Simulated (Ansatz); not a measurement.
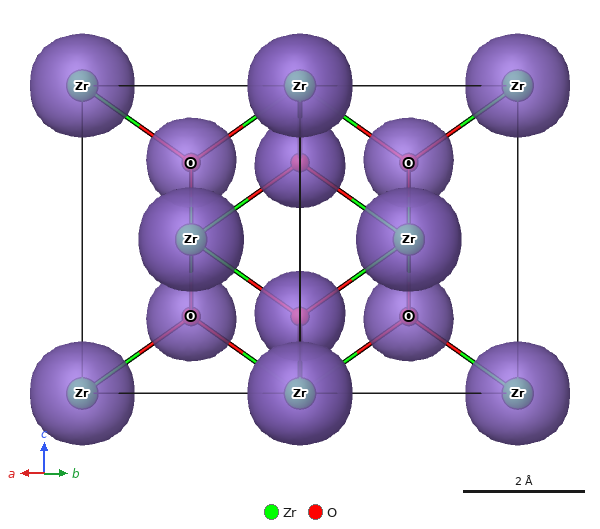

The picture shows: ZrO$_{2}$. Isosurface of the valence pseudo-density at 1 e/Å³ (purple), seen along [110]. Sticks mark near contacts.

Space group Fm-3m; a structure from a database of computed crystals, not necessarily the ambient phase; computed pressure about −5 GPa in this cell.

Theory: Kohn-Sham DFT of a periodic cell, r2SCAN, Ansatz PAW (Ansatz).

In a PAW calculation such maps are meaningful between the atoms, not at the nuclei.

```
CELL_PARAMETERS angstrom
5.12386 0.00000 0.00000
0.00000 5.12386 0.00000
0.00000 0.00000 5.12386
ATOMIC_POSITIONS crystal
Zr 0.00000 0.00000 0.00000
Zr 0.50000 0.50000 0.00000
Zr 0.50000 0.00000 0.50000
Zr 0.00000 0.50000 0.50000
O 0.75000 0.25000 0.25000
O 0.25000 0.75000 0.25000
O 0.25000 0.25000 0.75000
O 0.75000 0.75000 0.75000
O 0.25000 0.25000 0.25000
O 0.75000 0.75000 0.25000
O 0.75000 0.25000 0.75000
O 0.25000 0.75000 0.75000
```

Question: How is the density connected at this value?

Answer: At this value the density breaks into separate islands; it holds about 65 % of the electrons treated as valence (semicore included). It bridges none of the near contacts. It is pinched off along the shortest Zr–O (2.22 Å) contacts. On the grid the lowest density along these lines, outside the cores, is 0.5 e/Å³ (Zr–O, 2.22 Å).

Question: Does the calculation make it a metal, or give it a gap?

Answer: It is gapped, with a Kohn–Sham gap of 3.9 eV on the k-point mesh (the band edges may lie off the mesh, which would make the gap smaller).
